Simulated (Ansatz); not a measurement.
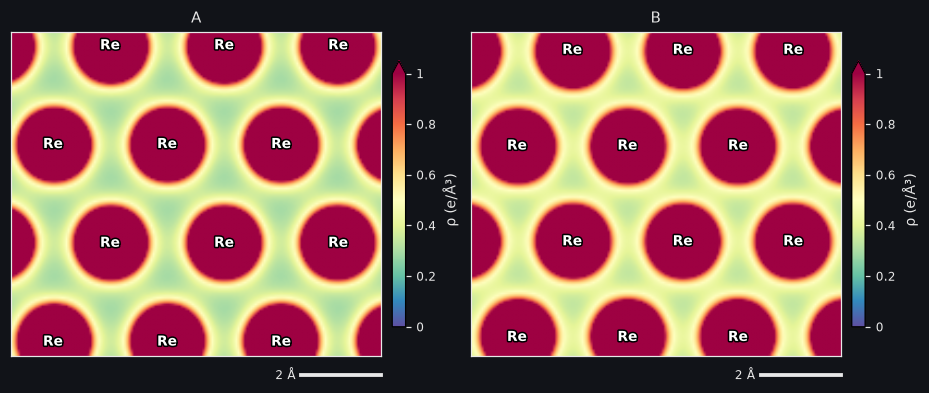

Re. The valence pseudo-density of two cells that differ in size, on the (100) plane of each (indices in the axes of the calculation cell), at one length scale and on one colour scale; one has 15.0 and the other 16.5 Å³ an atom.

These are results of Ansatz 0.2.0, DFT PBE, scalar-relativistic, plane waves, PAW, not measurements.

Which panel shows the smaller cell, and what does the compression change?

Panel B is the smaller cell, by 9 % in volume. From the larger cell to the smaller, Re–Re goes from 2.86 to 2.77 Å, and the density at its midpoint from 0.37 to 0.42 e/Å³; the pressure goes from −28 to 0.0 GPa.
